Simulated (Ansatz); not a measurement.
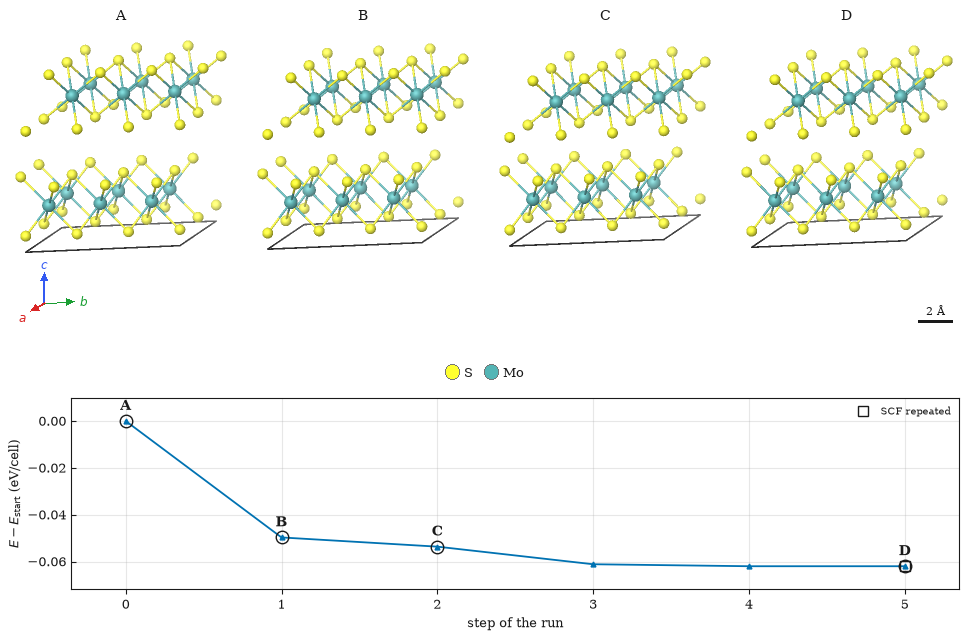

Frames of a constrained relaxation of a slab of composition MoS$_{2}$, marked on the history of the run. Style: ball-and-stick. Shown: the 2 × 3 repeat of the cell, outlined in the plane, without the vacuum, slightly off an axis.

Case: bilayer, upper layer turned by 180 degrees and shifted by (0, 0).

Computed with DFT PBE+D3(BJ), scalar-relativistic, plane waves, PAW in Ansatz 0.2.0.

Input
```yaml
crystal:
  lattice:
    - [3.1356825285, 0.0, 0.0]
    - [-1.5678412643, 2.7155807279, 0.0]
    - [0.0, 0.0, 45.4667540098]
  atoms:
    - { symbol: S, position: [0.0, 0.0, 0.3929616022] }
    - { symbol: Mo, position: [0.6666666667, 0.3333333333, 0.4283356747] }
    - { symbol: S, position: [0.3333333333, 0.6666666667, 0.4637097471] }
    - { symbol: S, position: [0.0, 0.0, 0.5362902529] }
    - { symbol: Mo, position: [0.3333333333, 0.6666666667, 0.5716643253] }
    - { symbol: S, position: [0.6666666667, 0.3333333333, 0.6070383978] }
  periodic: [true, true, false]
basis:
  ecutwfc: 420
kpoints:
  mp_grid: { grid: [18, 18, 1] }
  band_path:
    path:
      - [0, 0, 0]
      - [0.5, 0, 0]
      - [0.3333333333333, 0.3333333333333, 0]
      - [0, 0, 0]
    npoints: 8
hamiltonian:
  xc: pbe
  dispersion: d3bj
scf:
  occupations: { method: gaussian, width: 0.1 }
output:
  forces: true
  stress: true
  eigenvalues: true
  write_density: true
  write_potential: true
  elf: true
  volumetric_format: npy
relax:
  adjacent_minimum: "off"
  f_tol: 0.01
  max_steps: 50
  constraints: [{ sites: [0, 3], fix: xy }]
```

Launched with:
```bash
ansatz run input.yaml --threads 2 --pin off --max-ram 5120MiB --backend cpu --events-out ev --progress --plain --runs-dir out
```

Question: Describe the path.

Answer: After 4 accepted moves (5 points after the start) the energy has fallen by 62.0 meV per cell of the calculation. Largest force component: 0.092 eV/Å at the start, 0.008 eV/Å at the end. 1 step only repeated the SCF at the same geometry. The largest moves relative to the layer's centre, 0.31 Å, are those of S1, Mo2, Mo5 and S6. S1 goes along the normal (+c). Largest moves by element: S 0.31 Å, Mo 0.31 Å. The cell stays as it was. Among the contacts that change: S4–Mo5 2.422 → 2.415 Å, Mo2–S3 2.422 → 2.416 Å. Cost: 3.3 min on 2 threads of Arm Neoverse V1 (shared host), peak memory 0.78 GiB. From step 0 to 1: S and Mo atoms move most (0.19 Å), energy −49.7 meV per cell of the calculation. From step 1 to 2: S and Mo atoms move most (0.19 Å), energy −3.9 meV per cell of the calculation. From step 2 to 5: S and Mo atoms move most (0.07 Å), energy −8.4 meV per cell of the calculation.

```
step  E − E(0), meV/atom  largest force component, eV/Å                         note
   0                0.00                         0.0923                             
   1               -8.29                         0.0865                             
   2               -8.94                         0.1381                             
   3              -10.19                         0.0913                             
   4              -10.34                         0.0079                             
   5              -10.34                         0.0080  same geometry, SCF repeated
```
